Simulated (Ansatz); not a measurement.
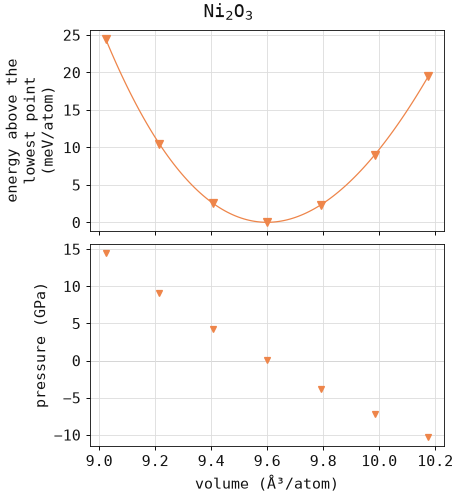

The figure shows the energy above the lowest point and pressure against volume for Ni₂O₃, space group Pn-3m (No. 224) (one of a set of cubic test structures, which need not be the stable phase).

Method: equation of state of a cubic crystal from periodic Kohn-Sham density functional theory without spin, third-order Birch-Murnaghan fit to the free energies; pressure corrected for the finite basis (Ansatz 0.2.0 development build). Level: PBE.

structure type cubic X2O3; atoms in cell 10; space group number 224; lattice centring simple cubic; k mesh 8×8×8; occupation method Fermi–Dirac; occupation width 0.06123 eV; wave cutoff 700 eV; datasets hard PAW; density tolerance 1e−09 eV; bands 64; density cutoff ratio 4; search for lower states default.

### What equilibrium volume and bulk modulus follow from the curve?

A third-order Birch–Murnaghan fit gives V0 = 9.60 Å³/atom, B0 = 202 GPa and B′ = 4.7.

### How does the pressure vary with volume?

It falls from 14.4 GPa at volume 9.02 Å³/atom to −10.3 GPa at 10.18 Å³/atom, and changes sign near 9.60 Å³/atom.

Note: cubic model structure, not the ambient form; modest k-mesh, values are not fully converged in k; no spin polarisation, a magnetic state may lie lower.
